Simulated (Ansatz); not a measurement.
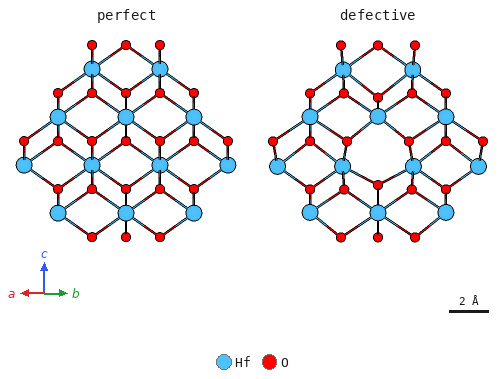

Left: perfect HfO2. Right: the same region with one point defect, after relaxing the atoms in a supercell of 24 sites. The picture is a ball-and-stick view of the atoms within 5.9 Å of one point, in a slice 4.2 Å thick across the line of sight, seen along [110].

Level of theory: DFT, PBE, plane-wave PAW, default files, scalar-relativistic in Ansatz. Set-up: plane-wave cutoff 420 eV; k-point mesh 3 × 3 × 3; occupations fermi dirac; smearing width 0.01 eV; no spin polarisation. A uniform background neutralises the charged cell. The axes drawn are those of the host's conventional cell.

Q: What kind of defect was made?

A: An oxygen atom is taken out (a vacancy).

The charge state of the cell is +2.

Q: How does the lattice respond?

A: Around the empty O site the host had 4 Hf at 2.18 Å, 6 O at 2.52 Å; after relaxation the nearest atoms are 4 Hf at 2.24 to 2.28 Å, 6 O at 2.27 to 2.30 Å. Of the host's atoms, an oxygen atom moves furthest from its site, by 0.23 Å. Relaxing the atoms from the host's sites lowers the energy by 2.45 eV.

Limits of the set-up: the periodic images lie only 7.1 Å apart, so the values are limited by the cell's size; the cell is charged, on a uniform background, and energies carry no finite-size correction.
